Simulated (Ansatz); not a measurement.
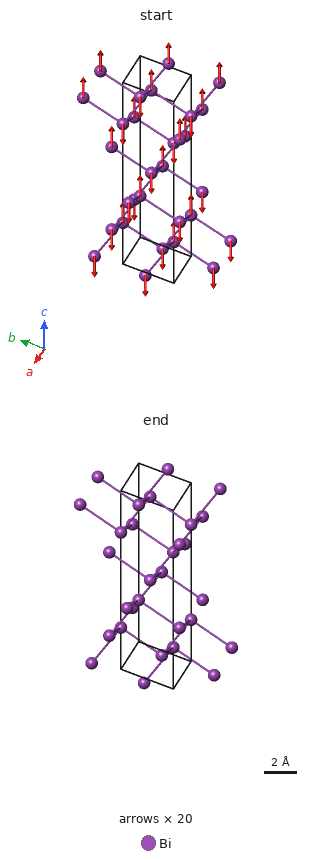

The structure of a crystal of Bi (built on the A7 type) before (top) and after (bottom) a relaxation, at one scale. The red arrows give the displacements (the part carried along by the change of the cell is left out), 20 times their true length.

A ball-and-stick model of the conventional cell (3 times the calculation's cell), seen from a free direction. Lengths and directions refer to the drawn axes.

Theory: DFT PBE, scalar-relativistic, plane waves, PAW (Ansatz 0.2.0). Settings: plane-wave cutoff 420 eV; k-point mesh 12 × 12 × 12; occupations gaussian; smearing width 0.05 eV; no spin polarisation; cell and atoms relaxed; force threshold 0.01 eV/Å; at most 60 steps.

Describe what moved and what it gained.

Over 5 accepted moves (6 points after the start) the energy falls by 0.107 eV per cell of the calculation. Largest force component: 0.94 eV/Å at the start, 0.0036 eV/Å at the end. Pressure: 4.29 GPa at the start and 0.01 GPa at the end. At 1 point the geometry stayed and the basis and grid were re-selected for the new cell (energy shift of 0.5 meV per cell of the calculation at most each time). The largest moves relative to the cell, 0.073 Å, are those of Bi atoms. The drawn cell changes as follows: a = b 4.450 → 4.582 Å (+2.9 %), c 12.379 → 12.182 Å (−1.6 %); the volume changes by +4.3 %. Some distances before and after: Bi–Bi 2.979 → 3.106 Å. The space group stays R-3m (No. 166).
